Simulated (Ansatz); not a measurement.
Consider this structure.

Space group Cmcm (No. 63). a = 2.579 Å, b = 4.302 Å, c = 3.868 Å, α = 90.00°, β = 90.00°, γ = 90.00°
| atom | site | symmetry | x | y | z |
| --- | --- | --- | --- | --- | --- |
| Co | 4c | m2m | 0.5000 | 0.1720 | 0.2500 |

Characterise the structure given above.

Answer. The element is cobalt. The structure has Cmcm (No. 63) symmetry and a base-centred orthorhombic lattice. The cell holds four atoms. About every Co there are twelve Co in a distorted anticuboctahedral arrangement at 2.42 to 2.58 Å. The bonds build a three-dimensional framework.

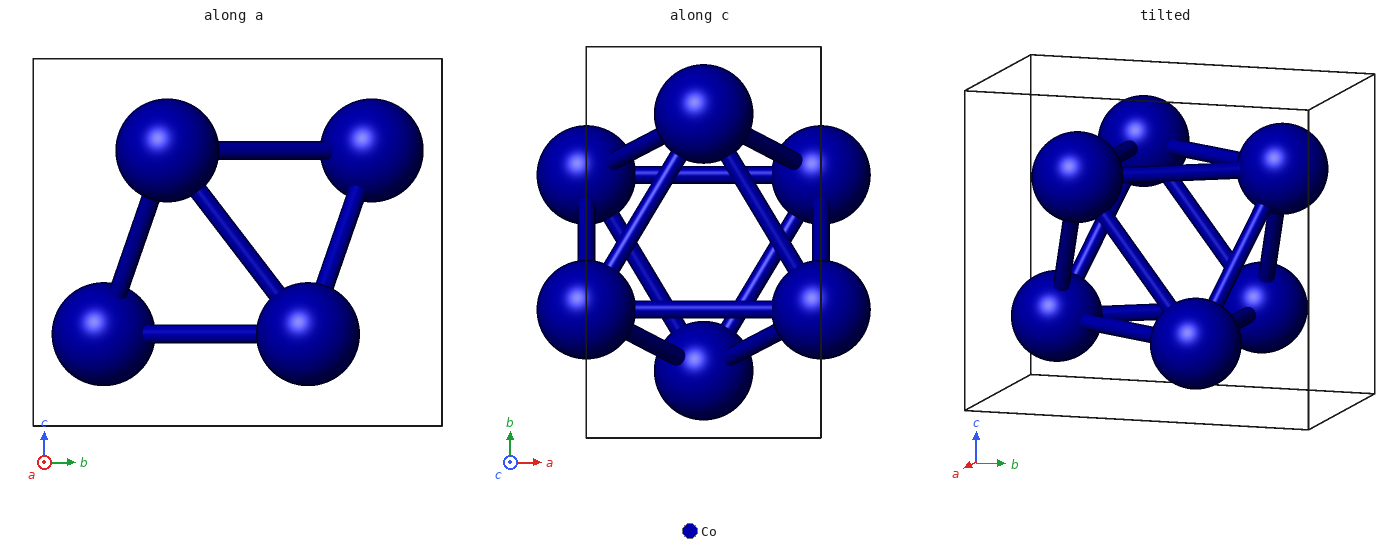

This ball-and-stick model is shown along the a axis, along the c axis and slightly off an axis. The conventional unit cell is outlined; an atom on or near a face, edge or corner is repeated at each equivalent position. Colours: cobalt blue.

The cell started as a structure listed in the Materials Project. The cell was then strained or its atoms displaced on purpose. A calculation with Ansatz used it as input.
